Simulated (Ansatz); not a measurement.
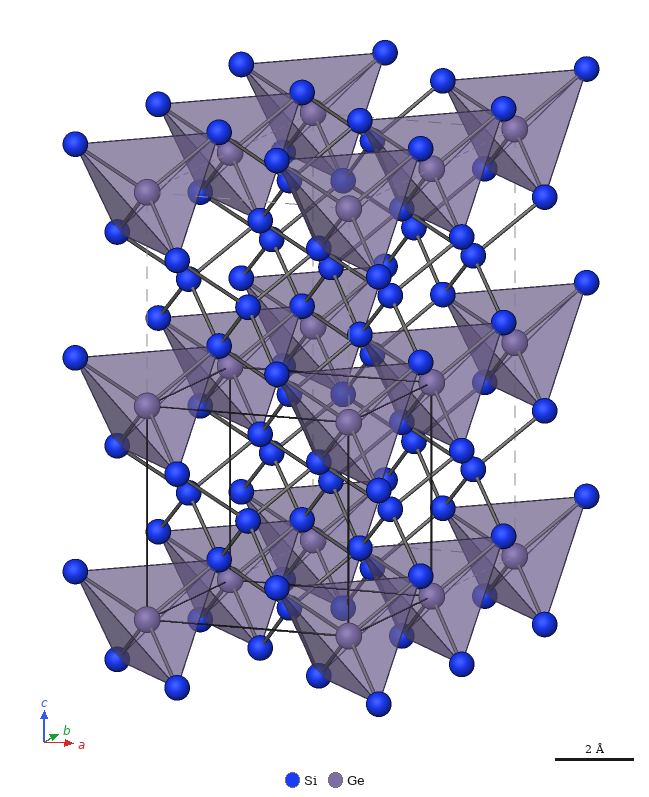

A polyhedral rendering, viewed slightly off an axis. A 1×2×2 array of cells is drawn; the conventional unit cell has the solid edges. Some neighbours outside the box are added. Cell: a = 5.596 Å, b = 5.596 Å, c = 5.596 Å, α = 90.00°, β = 90.00°, γ = 90.00°.

Summary of the structure:

- The solid is Si$_{7}$Ge.
- Its lattice is primitive cubic, its space group P-43m (No. 215).
- Cell content 7 Si, 1 Ge; Z = 1.
- The polyhedra are GeSi4 tetrahedra; they share no atoms with one another.
- Ge bonds to four Si in a tetrahedral arrangement at about 2.4 Å. Si takes two kinds of site: 4e with three Si and one Ge in a tetrahedral arrangement (about 2.4 Å to Si, 2.4 Å to Ge); 3c with four Si in a tetrahedral arrangement at about 2.4 Å.
- The bonds build a three-dimensional framework.

Provenance: a structure listed in the Materials Project. The cell was then strained or its atoms displaced on purpose. Ansatz was used for an electronic-structure calculation on it.

At this level of theory the run's own cell isn't at rest (stretched, at -6 GPa), so its distances can differ from those at equilibrium, the more so the softer the solid.
